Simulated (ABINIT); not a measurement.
# Band-structure run of Bi (part 1 of 4)

Bi (1 atom in the cell), computed with Kohn-Sham DFT of a periodic cell, BLYP, spin-orbit coupling, JTH PAW PBE v2.0, no spin polarisation (ABINIT 10.8.3).

The structure derives from a Materials Project entry.

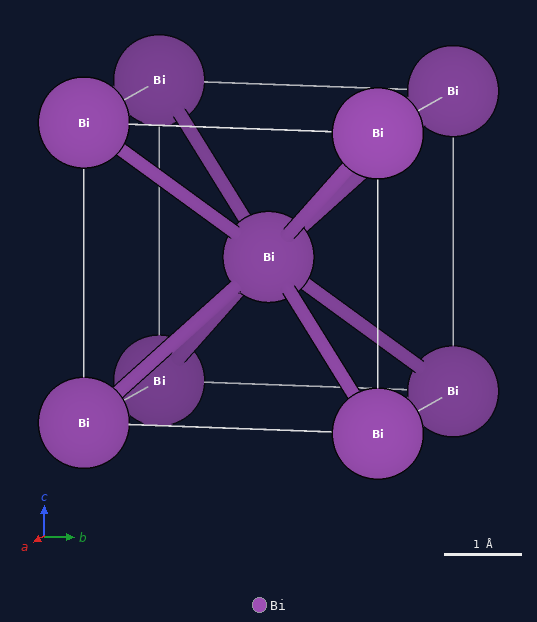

Fig. 1: The structure (ball-and-stick view of the cell 2 times as large as that of the calculation, set on its symmetry axes, seen slightly off an axis).

### Results in brief

| quantity | value |
| --- | --- |
| outcome | converged |
| space group (tolerance 0.01 Å) | Im-3m (229) |
| electrons treated | 15 |
| free energy | −1960.9596 eV |
| Fermi energy | 8.108 eV |
| gap on the k-point mesh | none (metallic) |
| pressure | 4.91 GPa |
| largest force (length of the vector) | under 0.001 eV/Å |
| hardware | 1 thread of Arm Neoverse N1, 16 GiB of memory available, shared host |
| wall time | 2.3 min |
| peak memory | 0.11 GiB |

### Input
```
# Datasets: ground state, then fixed potential
ndtset 2

# Pseudopotentials
pp_dirpath "./"
pseudos "Bi.GGA_PBE-JTH.xml"

# Structure
acell 3.4319383527 3.4319383527 3.4319383527 Angstrom
rprim
    -0.5773502692     0.5773502692     0.5773502692
     0.5773502692    -0.5773502692     0.5773502692
     0.5773502692     0.5773502692    -0.5773502692
ntypat 1
znucl 83
natom 1
typat 1
xred
     0.0000000000     0.0000000000     0.0000000000

# Plane-wave basis
ecut 408.170794 eV
pawecutdg 30.0

# Exchange and correlation
ixc -106131

# Bands and occupations
occopt 3
tsmear 0.05 eV

# Spin
nspinor 2
nspden 1
pawspnorb 1

# SCF cycle
nstep 100

# Output
iomode 3
prtwf 0
prteig 0
prtebands 0
enunit 1
prtden1 1
prtvha1 1
prtvclmb1 1
prtpot1 1

# Dataset 1
kptopt1 4
ngkpt1 9 9 9
nshiftk1 1
shiftk1 0.0 0.0 0.0
nband1 24
tolvrs1 1.0e-9

# Dataset 2: bands along G-H-N-G-P-H
iscf2 -2
getden2 1
nband2 32
nbdbuf2 2
tolwfr2 1.0e-12
kptopt2 -5
ndivsm2 6
prteig2 1
prtvol2 -3
kptbounds2
     0.0000000000     0.0000000000     0.0000000000
     0.5000000000    -0.5000000000     0.5000000000
     0.0000000000     0.0000000000     0.5000000000
     0.0000000000     0.0000000000     0.0000000000
     0.2500000000     0.2500000000     0.2500000000
     0.5000000000    -0.5000000000     0.5000000000
```

Launched with:
```bash
abinit run.abi > log 2>&1
```

### Log
```
.Version 10.8.3 of ABINIT
 DATASET    1 : space group I4 3 2 (#211); Bravais cI (body-center cubic)
================================================================================
 Values of the parameters that define the memory need for DATASET  1.
     intxc =       0    ionmov =       0      iscf =      17    lmnmax =      18
     lnmax =       6     mgfft =      24  mpssoang =       3    mqgrid =    3001
     natom =       1  nloc_mem =       2    nspden =       1   nspinor =       2
    nsppol =       1      nsym =      24    n1xccc =       1    ntypat =       1
    occopt =       3   xclevel =       2
       mpw =         603          nfft =       13824          nkpt =          39
 PAW method is used; the additional fine FFT grid is defined by:
   mgfftf=        32    nfftf =     32768
================================================================================
================================================================================

 DATASET    2 : space group I4 3 2 (#211); Bravais cI (body-center cubic)
================================================================================
 Values of the parameters that define the memory need for DATASET  2.
     intxc =       0    ionmov =       0      iscf =      -2    lmnmax =      18
     lnmax =       6     mgfft =      24  mpssoang =       3    mqgrid =    3001
     natom =       1  nloc_mem =       2    nspden =       1   nspinor =       2
    nsppol =       1      nsym =      24    n1xccc =       1    ntypat =       1
    occopt =       3   xclevel =       2
       mpw =         603          nfft =       13824          nkpt =          35
 PAW method is used; the additional fine FFT grid is defined by:
   mgfftf=        32    nfftf =     32768
================================================================================
================================================================================

--------------------------------------------------------------------------------
------------- Echo of variables that govern the present computation ------------
--------------------------------------------------------------------------------
 -outvars: echo values of preprocessed input variables --------
            acell      6.4854235676E+00  6.4854235676E+00  6.4854235676E+00 Bohr
              amu      2.08980370E+02
             ecut      1.50000000E+01 Hartree
           enunit           1
           getden1          0
           getden2          1
             iscf1         17
             iscf2         -2
              ixc     -106131
           jdtset        1    2
           kptopt1          4
           kptopt2         -5
         kptrlatt        9    0    0      0    9    0      0    0    9
          kptrlen1     5.83688121E+01
          kptrlen2     3.00000000E+01
            natom           1
            nband1         24
            nband2         32
           nbdbuf1          0
           nbdbuf2          2
           ndtset           2
           ndivsm1          0
           ndivsm2          6
            ngfft          24      24      24
          ngfftdg          32      32      32
             nkpt1         39
             nkpt2         35
          nspinor           2
            nstep         100
             nsym          24
           ntypat           1
           occopt           3
        pawcpxocc           2
        pawecutdg      3.00000000E+01 Hartree
        pawspnorb           1
         pawxcdev           0
        prtebands           0
           prteig1          0
           prteig2          1
           prtpot1          1
           prtpot2          0
         prtvclmb1          1
         prtvclmb2          0
           prtvha1          1
           prtvha2          0
           prtvol1          0
           prtvol2         -3
            prtwf           0
            rprim     -5.7735026920E-01  5.7735026920E-01  5.7735026920E-01
                       5.7735026920E-01 -5.7735026920E-01  5.7735026920E-01
                       5.7735026920E-01  5.7735026920E-01 -5.7735026920E-01
           shiftk1     0.00000000E+00  0.00000000E+00  0.00000000E+00
           shiftk2     5.00000000E-01  5.00000000E-01  5.00000000E-01
          spgroup         211
           tolvrs1     1.00000000E-09
           tolvrs2     0.00000000E+00
           tolwfr1     0.00000000E+00
           tolwfr2     1.00000000E-12
           tsmear      1.83746611E-03 Hartree
            typat      1
           useylm           1
            znucl       83.00000

================================================================================

 chkinp: Checking input parameters for consistency, jdtset=   1.

 chkinp: Checking input parameters for consistency, jdtset=   2.

================================================================================
== DATASET  1 ==================================================================

--- !DatasetInfo
iteration_state: {dtset: 1, }
dimensions: {natom: 1, nkpt: 39, mband: 24, nsppol: 1, nspinor: 2, nspden: 1, mpw: 603, }
cutoff_energies: {ecut:  15.0, pawecutdg:  30.0, }
electrons: {nelect:   1.50000000E+01, charge:   0.00000000E+00, occopt:   3.00000000E+00, tsmear:   1.83746611E-03, }
meta: {optdriver: 0, ionmov: 0, optcell: 0, iscf: 17, paral_kgb: 0, }
...

 Real(R)+Recip(G) space primitive vectors, cartesian coordinates (Bohr,Bohr^-1):
 R(1)= -3.7443610  3.7443610  3.7443610  G(1)=  0.0000000  0.1335341  0.1335341
 R(2)=  3.7443610 -3.7443610  3.7443610  G(2)=  0.1335341  0.0000000  0.1335341
 R(3)=  3.7443610  3.7443610 -3.7443610  G(3)=  0.1335341  0.1335341  0.0000000
 Unit cell volume ucvol=  2.0998736E+02 bohr^3
 Angles (23,13,12)=  1.09471221E+02  1.09471221E+02  1.09471221E+02 degrees

 Coarse grid specifications (used for wave-functions):

 getcut: wavevector=  0.0000  0.0000  0.0000  ngfft=  24  24  24
         ecut(hartree)=     15.000   => boxcut(ratio)=   2.12257

 Fine grid specifications (used for densities):

 getcut: wavevector=  0.0000  0.0000  0.0000  ngfft=  32  32  32
         ecut(hartree)=     30.000   => boxcut(ratio)=   2.00313

--- Pseudopotential description ------------------------------------------------
- pspini: atom type   1  psp file is ./Bi.GGA_PBE-JTH.xml
 Pseudopotential format is: paw10
 basis_size (lnmax)=  6 (lmn_size= 18), orbitals=   0   0   1   1   2   2
 Spheres core radius: rc_sph= 2.41230754
 Shapefunction is BESSEL type: shapef(r,l)=aa(1,l)*jl(q(1,l)*r)+aa(2,l)*jl(q(2,l)*r)
 Radius for shape functions =  2.20555141
 Compensation charge density is not taken into account in XC energy/potential

   4.19464370E+02                                ecore*ucvol(ha*bohr**3)
--------------------------------------------------------------------------------

================================================================================

--- !BeginCycle
iteration_state: {dtset: 1, }
solver: {iscf: 17, nstep: 100, nline: 4, wfoptalg: 10, }
tolerances: {tolvrs: 1.00E-09, }
...

     iter   Etot(hartree)      deltaE(h)  residm     nres2
 ETOT  1  -71.415023677155    -7.142E+01 1.776E+00 1.658E-01
 ETOT  2  -72.063187670029    -6.482E-01 8.014E-02 2.299E-01
 ETOT  3  -72.064487223741    -1.300E-03 8.667E-02 9.027E-02
 ETOT  4  -72.064126210596     3.610E-04 1.991E-02 3.445E-02
 ETOT  5  -72.063939423425     1.868E-04 1.092E-02 2.359E-03
 ETOT  6  -72.063936534808     2.889E-06 7.805E-03 2.332E-04
 ETOT  7  -72.063936168439     3.664E-07 5.688E-03 1.834E-05
 ETOT  8  -72.063936089832     7.861E-08 6.100E-03 3.961E-06
 ETOT  9  -72.063936040479     4.935E-08 4.480E-03 4.794E-08
 ETOT 10  -72.063936043692    -3.214E-09 7.456E-03 6.336E-09
 ETOT 11  -72.063936044363    -6.707E-10 2.971E-03 1.815E-08
 ETOT 12  -72.063936043701     6.624E-10 3.645E-03 4.572E-09
 ETOT 13  -72.063936043710    -9.422E-12 1.130E-03 4.403E-09
 ETOT 14  -72.063936043739    -2.889E-11 1.135E-03 3.776E-10

 At SCF step   14       nres2   =  3.78E-10 < tolvrs=  1.00E-09 =>converged.

 Cartesian components of stress tensor (hartree/bohr^3)
  sigma(1 1)= -1.67021961E-04  sigma(3 2)=  0.00000000E+00
  sigma(2 2)= -1.67021961E-04  sigma(3 1)=  0.00000000E+00
  sigma(3 3)= -1.67021961E-04  sigma(2 1)=  0.00000000E+00

--- !ResultsGS
iteration_state: {dtset: 1, }
comment   : Summary of ground state results
lattice_vectors:
- [ -3.7443610,   3.7443610,   3.7443610, ]
- [  3.7443610,  -3.7443610,   3.7443610, ]
- [  3.7443610,   3.7443610,  -3.7443610, ]
lattice_lengths: [   6.48542,    6.48542,    6.48542, ]
lattice_angles: [109.471, 109.471, 109.471, ] # degrees, (23, 13, 12)
lattice_volume:   2.0998736E+02
convergence: {deltae: -2.889E-11, res2:  3.776E-10, residm:  1.135E-03, diffor: null, }
etotal    :  -7.20639360E+01
entropy   :   0.00000000E+00
fermie    :   2.97953821E-01
cartesian_stress_tensor: # hartree/bohr^3
- [ -1.67021961E-04,   0.00000000E+00,   0.00000000E+00, ]
- [  0.00000000E+00,  -1.67021961E-04,   0.00000000E+00, ]
- [  0.00000000E+00,   0.00000000E+00,  -1.67021961E-04, ]
pressure_GPa:   4.9140E+00
xred      :
- [  0.0000E+00,   0.0000E+00,   0.0000E+00, Bi]
cartesian_forces: # hartree/bohr
- [ -0.00000000E+00,  -0.00000000E+00,  -0.00000000E+00, ]
force_length_stats: {min:   0.00000000E+00, max:   0.00000000E+00, mean:   0.00000000E+00, }
...

 Integrated electronic density in atomic spheres:
 ------------------------------------------------
 Atom  Sphere_radius  Integrated_density
    1        2.41231         12.23928622

================================================================================

 ----iterations are completed or convergence reached----

 Mean square residual over all n,k,spin=   37.760E-07; max=  11.346E-04
 reduced coordinates (array xred) for    1 atoms
       0.000000000000      0.000000000000      0.000000000000
 rms dE/dt=  0.0000E+00; max dE/dt=  0.0000E+00; dE/dt below (all hartree)
    1       0.000000000000      0.000000000000      0.000000000000

 cartesian coordinates (angstrom) at end:
    1      0.00000000000000     0.00000000000000     0.00000000000000

 cartesian forces (hartree/bohr) at end:
    1     -0.00000000000000    -0.00000000000000    -0.00000000000000
 frms,max,avg= 0.0000000E+00 0.0000000E+00   0.000E+00  0.000E+00  0.000E+00 h/b

 cartesian forces (eV/Angstrom) at end:
    1     -0.00000000000000    -0.00000000000000    -0.00000000000000
 frms,max,avg= 0.0000000E+00 0.0000000E+00   0.000E+00  0.000E+00  0.000E+00 e/A
 length scales=  6.485423567602  6.485423567602  6.485423567602 bohr
              =  3.431938352700  3.431938352700  3.431938352700 angstroms
 Fermi (or HOMO) energy (eV) =   8.10774   Average Vxc (eV)=  -8.86647
 Eigenvalues (   eV  ) for nkpt=  39  k points:
 kpt#   1, nband= 24, wtk=  0.00137, kpt=  0.0000  0.0000  0.0000 (reduced coord)
 -16.15830  -16.15830  -16.15830  -16.15830  -13.26650  -13.26650  -13.17426  -13.17426
 -13.17426  -13.17426   -5.16029   -5.16029   10.77320   10.77320   14.36281   14.36281
  14.36281   14.36281   17.81042   17.81042   19.22150   19.22150   19.22150   19.22150
 prteigrs : prtvol=0 or 1, do not print more k-points.

--- !EnergyTerms
iteration_state     : {dtset: 1, }
comment             : Components of total free energy in Hartree
kinetic             :  4.86655438486693E+00
hartree             :  1.76854589234428E+01
xc                  : -2.51037527432832E+00
Ewald energy        : -5.46707112920566E+01
psp_core            :  1.99756965260784E+00
local_psp           : -5.92339889475773E+01
PAW spherical_terms :  1.98017025009916E+01
internal            : -7.20637900520530E+01
'-kT*entropy'       : -1.45120095126839E-04
total_energy        : -7.20639351721482E+01
total_energy_eV     : -1.96095957437466E+03
...

--- !EnergyTermsDC
iteration_state     : {dtset: 1, }
comment             : '"Double-counting" decomposition of free energy'
band_energy         : -4.81942626614962E+00
Ewald energy        : -5.46707112920566E+01
psp_core            :  1.99756965260784E+00
xc_dc               : -1.73600716829286E+01
PAW spherical_terms :  2.78884866488295E+00
internal            : -7.20637909236439E+01
'-kT*entropy'       : -1.45120095126839E-04
total_energy_dc     : -7.20639360437391E+01
total_energy_dc_eV  : -1.96095959809186E+03
...

--- !EnergyTermsWithPAWCore
iteration_state     : {dtset: 1, }
comment             : 'Components of total free energy, including PAW core contributions'
Total energy        : -2.15319651839043E+04
Total energy DC     : -2.15319651847759E+04
Total energy (eV)   : -5.85914621254235E+05
Total energy DC (eV): -5.85914621277952E+05
...

 Cartesian components of stress tensor (hartree/bohr^3)
  sigma(1 1)= -1.67021961E-04  sigma(3 2)=  0.00000000E+00
  sigma(2 2)= -1.67021961E-04  sigma(3 1)=  0.00000000E+00
  sigma(3 3)= -1.67021961E-04  sigma(2 1)=  0.00000000E+00

-Cartesian components of stress tensor (GPa)         [Pressure=  4.9140E+00 GPa]
- sigma(1 1)= -4.91395576E+00  sigma(3 2)=  0.00000000E+00
- sigma(2 2)= -4.91395576E+00  sigma(3 1)=  0.00000000E+00
- sigma(3 3)= -4.91395576E+00  sigma(2 1)=  0.00000000E+00

================================================================================
== DATASET  2 ==================================================================

--- !DatasetInfo
iteration_state: {dtset: 2, }
dimensions: {natom: 1, nkpt: 35, mband: 32, nsppol: 1, nspinor: 2, nspden: 1, mpw: 603, }
cutoff_energies: {ecut:  15.0, pawecutdg:  30.0, }
electrons: {nelect:   1.50000000E+01, charge:   0.00000000E+00, occopt:   3.00000000E+00, tsmear:   1.83746611E-03, }
meta: {optdriver: 0, ionmov: 0, optcell: 0, iscf: -2, paral_kgb: 0, }
...

 mkfilename : getden/=0, take file _DEN from output of DATASET   1.
```
